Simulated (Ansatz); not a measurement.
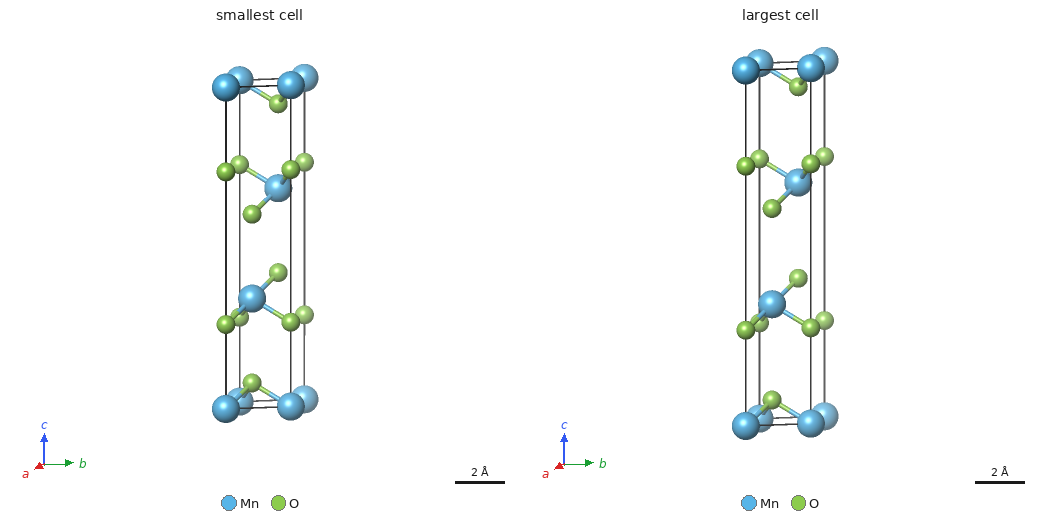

MnO₂, cadmium chloride (CdCl₂) type, space group R-3m (No. 166), relaxed (cell and atoms, zero pressure) with four choices of dispersion term on top of PBEsol; the smallest and the largest of the relaxed conventional cells are drawn to one scale (sticks follow a distance rule). The start was a structure listed in the Materials Project. Other forms of this composition are known.

Alike in all runs: Ansatz 0.2.0; functional PBEsol; potentials Ansatz PAW; cutoff 420 eV; k mesh 11 × 11 × 11 on the run's cell of 3 atoms; occupations fermi-dirac, width 0.05 eV; collinear spin, ferromagnetic start; no spin-orbit coupling.

```tsv
level	volume (Å³/atom)	a (Å)	c (Å)	gap (eV)
D4	10.44	2.837	13.477	0.70
D3(BJ)-ATM	10.45	2.837	13.499	0.70
none	11.51	2.841	14.823	0.77
D3(BJ)	?	?	?	?
```

### What does D3(BJ) give?

Volume 10.37 Å³/atom; a 2.836 Å; c 13.403 Å; gap 0.70 eV. That is the smallest volume of all.

### Order the levels by the relaxed volume, smallest first.

D3(BJ) (10.37 Å³/atom), D4 (10.44 Å³/atom), D3(BJ)-ATM (10.45 Å³/atom), none (11.51 Å³/atom). Rows within a few tenths of a per cent can't be told apart.

Gaps are the least found on the k-mesh, which misses some points of high symmetry; where the band edges lie there, the true gap is smaller, at times by an eV.

Caveat: the plane-wave basis is chosen anew once the cell has moved, so the energies of steps on either side of that aren't comparable; a cell with one magnetic atom can't hold antiferromagnetic order, which such compounds often take; semilocal functionals give gaps below the measured ones.
